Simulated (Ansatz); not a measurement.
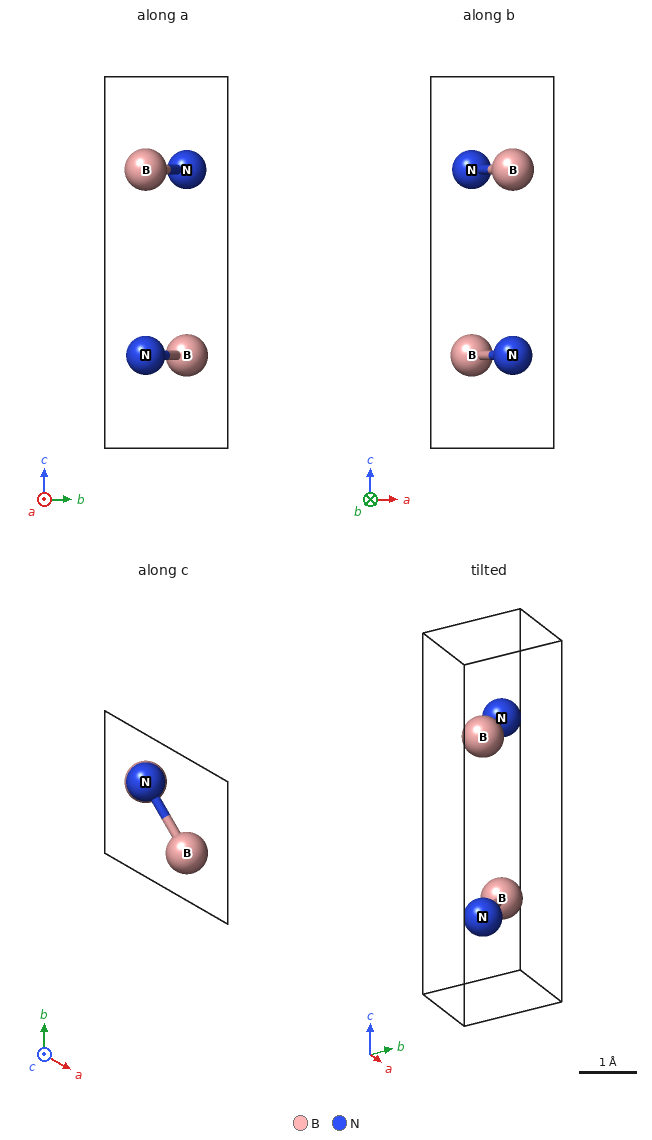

Ball-and-stick representation of a periodic structure, projected along the a axis, along the b axis, along the c axis and slightly off an axis. The conventional unit cell is outlined; an atom on or near a face, edge or corner is repeated at each equivalent position.

Lattice parameters: a = 2.501 Å, b = 2.501 Å, c = 6.527 Å, α = 90.00°, β = 90.00°, γ = 120.00°. Put a along x and b in the xy plane.

Question: Put the structure into a POSCAR file.

Answer:
```
B N
1.0
     2.501    0.000    0.000
    -1.250    2.166    0.000
     0.000    0.000    6.527
B N
2 2
Direct
  0.3333 0.6667 0.2500
  0.6667 0.3333 0.7500
  0.6667 0.3333 0.2500
  0.3333 0.6667 0.7500
```

The structure comes from a structure type filled with these elements by a generator (whether the compound takes this form wasn't checked). It was relaxed with DFT, r2SCAN+rVV10, plane waves, PAW (Ansatz 0.2.0).
